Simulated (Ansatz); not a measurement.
System: antifluorite-type Li2O, space group Fm-3m (No. 225), 3 atoms in the primitive cell, relaxed with r2SCAN; cubic a = 4.573 Å. Starting point: PBE, Ansatz PAW set, no spin polarisation, no spin-orbit coupling, 6×6×6 k mesh, 420 eV cutoff, fixed occupations (Ansatz). Many-body step: G0W0 with empty bands 71, screening cutoff 120 eV and frequency treatment contour deformation.

In PBE the smallest gap over these k points is 5.05 eV, with direct gaps of 5.49 eV at Γ, 6.49 eV at X and 9.88 eV at L.

### What does G0W0 give?

Over the k points that were corrected, the smallest gap goes from 5.05 eV in PBE (Γ to X) to 7.16 eV in G0W0 (Γ to X), a change of +2.11 eV (+42 %). Counted from the valence top, the lowest empty level moves by +2.25 eV at Γ, +2.11 eV at X and +2.69 eV at L; over the 10 points that were corrected the shifts run from +2.11 to +2.69 eV: a spread of 0.58 eV on a mean of 2.41 eV, so one scissor shift doesn't describe this level. The top filled level also moves against the valence top, by −0.22 eV at X. The quasiparticle weight (renormalisation factor) lies between 0.77 and 0.85 for the top filled and first empty levels.

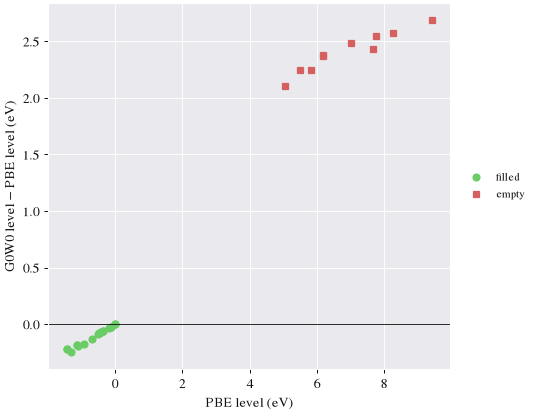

Change of each level from PBE to G0W0 against its PBE energy, both sets counted from their own valence top.

```csv
k point,PBE direct gap (eV),G0W0 direct gap (eV)
Γ,5.49,7.74
X,6.49,8.82
L,9.88,12.65
```

Bands, cutoffs and mesh are finite, so these values aren't at the basis limit.
